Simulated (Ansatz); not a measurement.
GaP

Input file:

```
crystal:
  lattice:
    - [6.4, 0.0, 0.0]
    - [0.0, 6.4, 0.0]
    - [0.0, 0.0, 6.4]
  atoms:
    - { symbol: Ga, position: [0.1542, 0.1542, 0.1542] }
    - { symbol: Ga, position: [0.8458, 0.8458, 0.8458] }
    - { symbol: Ga, position: [0.3458, 0.8458, 0.6542] }
    - { symbol: Ga, position: [0.6542, 0.1542, 0.3458] }
    - { symbol: Ga, position: [0.6542, 0.3458, 0.8458] }
    - { symbol: Ga, position: [0.3458, 0.6542, 0.1542] }
    - { symbol: Ga, position: [0.8458, 0.6542, 0.3458] }
    - { symbol: Ga, position: [0.1542, 0.3458, 0.6542] }
    - { symbol: P, position: [0.6418, 0.6418, 0.6418] }
    - { symbol: P, position: [0.3582, 0.3582, 0.3582] }
    - { symbol: P, position: [0.8582, 0.3582, 0.1418] }
    - { symbol: P, position: [0.1418, 0.6418, 0.8582] }
    - { symbol: P, position: [0.1418, 0.8582, 0.3582] }
    - { symbol: P, position: [0.8582, 0.1418, 0.6418] }
    - { symbol: P, position: [0.3582, 0.1418, 0.8582] }
    - { symbol: P, position: [0.6418, 0.8582, 0.1418] }
scf:
  occupations: { method: gaussian, width: 0.03 }
output:
  forces: true
  stress: true
  eigenvalues: true
  write_density: true
  write_potential: true
  elf: true
  volumetric_format: npy
hamiltonian:
  xc: pbesol
basis:
  ecutwfc: 500
kpoints:
  mp_grid: { grid: [6, 6, 6] }
relax:
  f_tol: 0.005
  max_steps: 60
  cell: { stress_tol: 0.05, p_target: 22 }
```

Command:

```sh
ansatz run input.yaml --threads 4 --pin off --max-ram 10240MiB --backend cpu --events-out ev --progress --plain --runs-dir out
```

Below, planes, directions and counts refer to the conventional cell (a = 6.26 Å, b = 6.26 Å, c = 6.26 Å, α = 90.00°, β = 90.00°, γ = 90.00°).

The fields are those of the relaxed geometry.

Space group Pa-3; a generated structure, not necessarily the stable one; computed pressure about 22 GPa in this cell.

Method: Ansatz 0.2.0, DFT PBEsol, scalar-relativistic, plane waves, PAW.

Core electrons are frozen (PAW), and the valence fields are smoothed inside the atomic spheres.

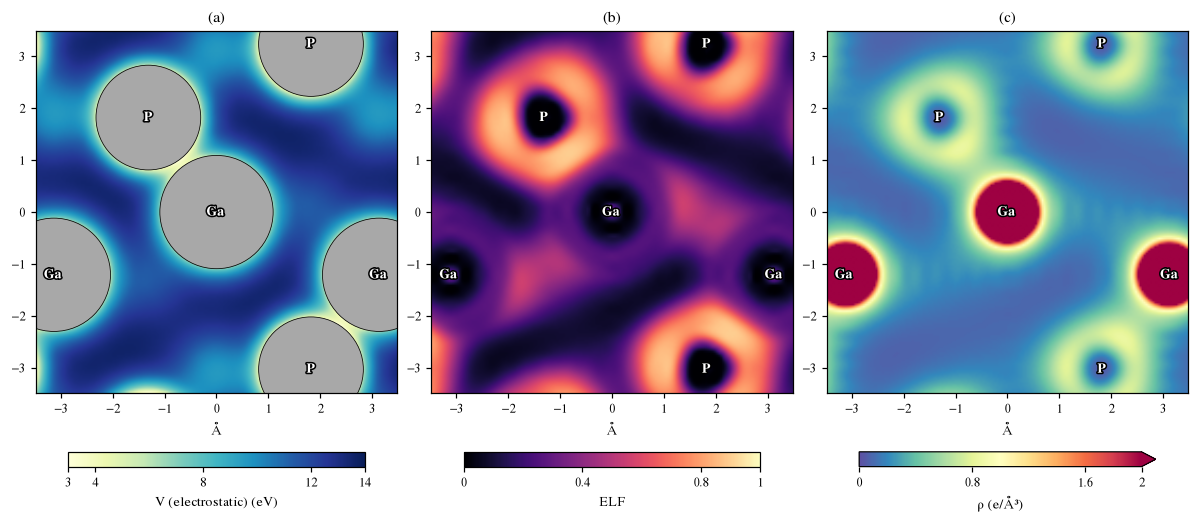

Figure 1. (a) electrostatic potential (local pseudopotential plus Hartree) felt by an electron; (b) ELF; (c) valence pseudo-density on the (010) plane of the conventional cell. Grey discs cover the atomic cores in the potential map.

Question: Interpret the plot.

Answer: Atoms in the plane: Ga and P. Ga–P (2.25 Å): the density is about 0.64 e/Å³ at the midpoint; the ELF peaks at about 0.90 in the valence shell of P, 0.8 Å from its nucleus, and is about 0.75 at the midpoint. Between the atoms the lowest density in this plane is 0.07 e/Å³. Outside the cores the potential energy rises away from the atoms and is highest about 1.8 Å from the nearest atoms; its zero is arbitrary.

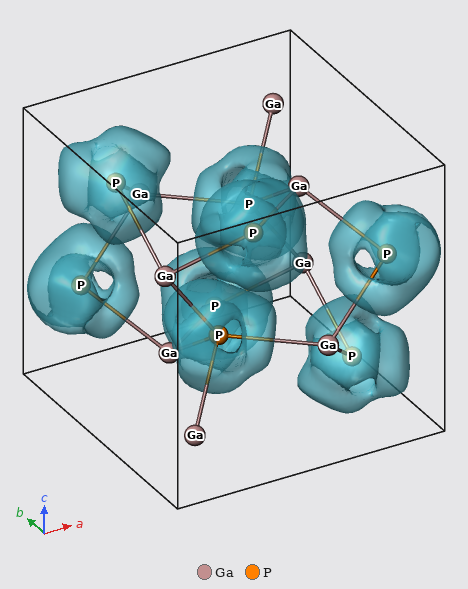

Figure 2. Isosurface of the ELF at 0.7 (cyan), seen at an oblique angle. Only the valence region is drawn (cores and ρ < 0.01 e/Å³ removed). Sticks mark near contacts.

Question: What do the ELF domains correspond to?

Answer: The ELF exceeds this value in eight regions on P in which the atom's valence shell and bonds are merged, counted in one cell of 16 atoms. Any copies at cell faces, edges or corners count once.
